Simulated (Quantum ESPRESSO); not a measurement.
## Energy of Ni along an even scaling of the cell

System: Ni (Fm-3m, 1 atom in the cell).
Method: Kohn-Sham DFT of a periodic cell, LDA, PseudoDojo 0.4.1 SR LDA standard, spin-polarised (Quantum ESPRESSO 7.5).

The 7 runs differ only in the geometry, by an even scaling of the cell at fixed fractional positions. The structure derives from a Materials Project entry.

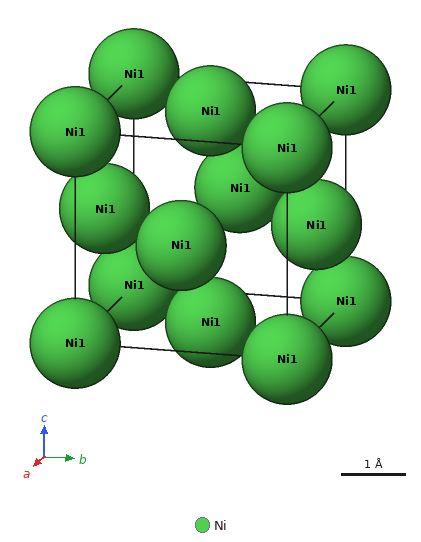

Figure 1. The structure of run 4 (spheres-only view of the cell 4 times as large as that of the calculation, set on its symmetry axes, seen slightly off an axis; atoms are numbered from 1 in the order of the input).

### Input of run 4
```
&CONTROL
  calculation = 'scf'
  prefix = 'pwscf'
  outdir = './tmp'
  pseudo_dir = './pseudo'
  tprnfor = .true.
  tstress = .true.
  disk_io = 'nowf'
/
&SYSTEM
  ibrav = 0
  nat = 1
  ntyp = 1
  ecutwfc = 98
  nbnd = 18
  occupations = 'smearing'
  smearing = 'fd'
  degauss = 0.00367493
  nspin = 2
  starting_magnetization(1) = 0.0556
/
&ELECTRONS
  conv_thr = 2d-10
  electron_maxstep = 120
  mixing_beta = 0.3
/
ATOMIC_SPECIES
Ni    58.6934 Ni.upf
CELL_PARAMETERS angstrom
   0.0000000000    1.7375729330    1.7375729330
   1.7375729330    0.0000000000    1.7375729330
   1.7375729330    1.7375729330    0.0000000000
ATOMIC_POSITIONS crystal
Ni     0.0000000000    0.0000000000    0.0000000000
K_POINTS automatic
13 13 13 0 0 0
```

Command:
```bash
OMP_NUM_THREADS=1 pw.x -in pw.in > pw.out
```

Lattice vectors (Å) and fractional positions of run 4:
```
   0.000000    1.737573    1.737573
   1.737573    0.000000    1.737573
   1.737573    1.737573    0.000000
Ni  0.000000  0.000000  0.000000
```

Run 3 differs from it as follows:
```diff
-   0.0000000000    1.7375729330    1.7375729330
-   1.7375729330    0.0000000000    1.7375729330
-   1.7375729330    1.7375729330    0.0000000000
+   0.0000000000    1.7259110183    1.7259110183
+   1.7259110183    0.0000000000    1.7259110183
+   1.7259110183    1.7259110183    0.0000000000
```

### Results, with one run withheld

| run | volume per atom (Å³) | free energy per atom, from the lowest run given (meV) | pressure (GPa) |
| --- | --- | --- | --- |
| 1 | 9.862 | 2.31 | 4.57 |
| 2 | 10.072 | 0.00 | −1.01 |
| 3 | 10.282 | ? | ? |
| 4 | 10.492 | 15.13 | −10.25 |
| 5 | 10.702 | 31.08 | −14.09 |
| 6 | 10.912 | 51.76 | −17.50 |
| 7 | 11.122 | 76.62 | −20.48 |

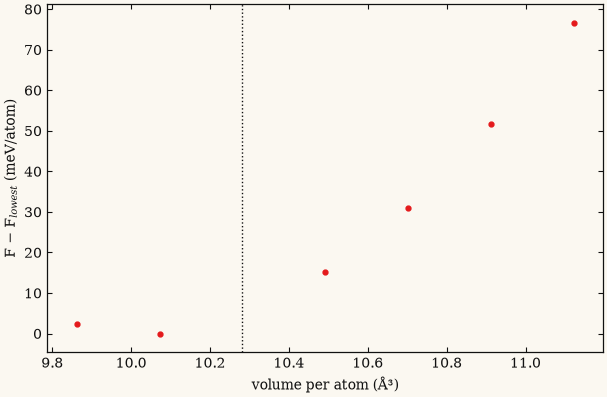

Figure 2. Free energy per atom of the runs given; the dotted line marks run 3.

Fit the runs given and predict run 3.

A cubic polynomial in V^(−2/3) (the Birch–Murnaghan form), fitted to the 6 runs given, misses them by under 0.01 meV per atom. With x = V^(−2/3) − 0.20840 Å⁻², it reads F = 16.379 − 4996.2 x + 3.7311e+05 x² + 7.9677e+05 x³ (meV per atom). At run 3 it gives 4.54 meV per atom, and the run itself gives 4.54. The slope of the fit gives a pressure −dF/dV of −5.87 GPa there, and the run prints −5.93 GPa. The two needn't agree exactly: the fit is approximate, and the printed stress is taken on a finite basis. The fit has its minimum at 10.034 Å³ per atom, where V d²F/dV² gives 255 GPa: the bulk modulus at this level, since symmetry fixes the shape and the positions.

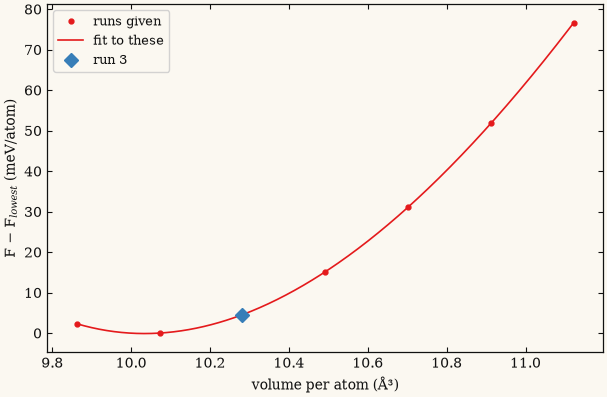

Figure 3. The fit and the withheld run.

### Some lines of the output (run 3)
```
[...]
     unit-cell volume          =      69.3876 (a.u.)^3
     number of k points=    84  Fermi-Dirac smearing, width (Ry)=  0.0037
     total energy              =    -335.33269783 Ry
     total energy              =    -335.33357031 Ry
     total energy              =    -335.33372341 Ry
     total energy              =    -335.33372313 Ry
     total energy              =    -335.33372498 Ry
     total energy              =    -335.33372502 Ry
     total energy              =    -335.33372503 Ry
     the Fermi energy is    19.4783 ev
!    total energy              =    -335.33372503 Ry
     The total energy is F=E-TS. E is the sum of the following terms:
     Computing stress (Cartesian axis) and pressure
          total   stress  (Ry/bohr**3)                   (kbar)     P=      -59.26
```
